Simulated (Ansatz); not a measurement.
Given this structure, the end point of a relaxation with Ansatz, DFT, r2SCAN, plane waves (500 eV) with PAW, scalar-relativistic; the starting structure was generated, so it need not be a known form of this composition, written in its standard cell:

```yaml
crystal:
  lattice:
    - [5.37620, 0.00000, 0.00000]
    - [0.00000, 5.37620, 0.00000]
    - [0.00000, 0.00000, 5.37620]
  atoms:
    - { symbol: Ge, position: [0.00000, 0.00000, 0.00000] }
    - { symbol: Ge, position: [0.50000, 0.50000, 0.50000] }
    - { symbol: Ge, position: [0.25000, 0.00000, 0.50000] }
    - { symbol: Ge, position: [0.75000, 0.00000, 0.50000] }
    - { symbol: Ge, position: [0.50000, 0.25000, 0.00000] }
    - { symbol: Ge, position: [0.50000, 0.75000, 0.00000] }
    - { symbol: Ge, position: [0.00000, 0.50000, 0.25000] }
    - { symbol: Ge, position: [0.00000, 0.50000, 0.75000] }
```

Question: What does the kinematic electron diffraction pattern along [110] look like at 200 kV (B = 1 Å²)?

Answer: The spots form a rectangular net whose two shortest vectors correspond to d = 3.80 Å and 2.69 Å, 90.0° apart. They are 1 -1 0 (itself too weak to see) and 0 0 2. The pattern has symmetry 2mm. A glide plane extinguishes reflections such as 1 -1 -1, 1 -1 1, 2 -2 -1; a screw axis and a glide plane both extinguish reflections such as 0 0 1, 0 0 3, 0 0 5; reflections such as 1 -1 0, 2 -2 0, 1 -1 -4 are allowed but too weak to see at this display level.

Strongest reflections with d > 0.81 Å, one of each family (|F|² from tabulated Gaussian fits of the electron scattering factors, times a small damping for the curvature of the Ewald sphere):

| hkl | d (Å) | I (strongest = 100) |
| --- | --- | --- |
| 0 0 2 | 2.688 | 100 |
| 0 0 4 | 1.344 | 85 |
| 1 -1 2 | 2.195 | 68 |
| 2 -2 2 | 1.552 | 31 |
| 4 -4 0 | 0.950 | 29 |
| 3 -3 2 | 1.146 | 14 |

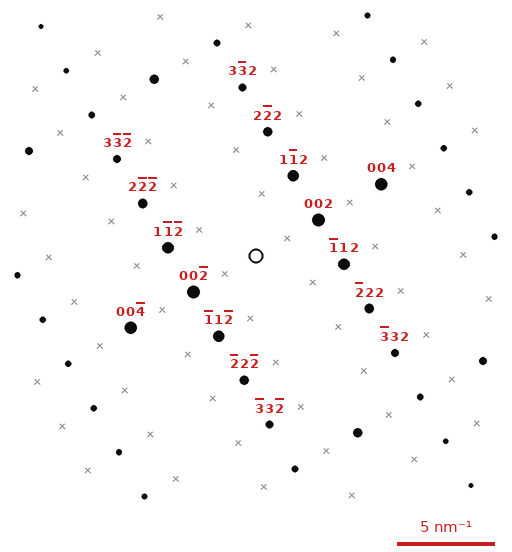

Calculated pattern, seen from the source side with [110] pointing towards the source; crosses mark the places of extinct reflections.
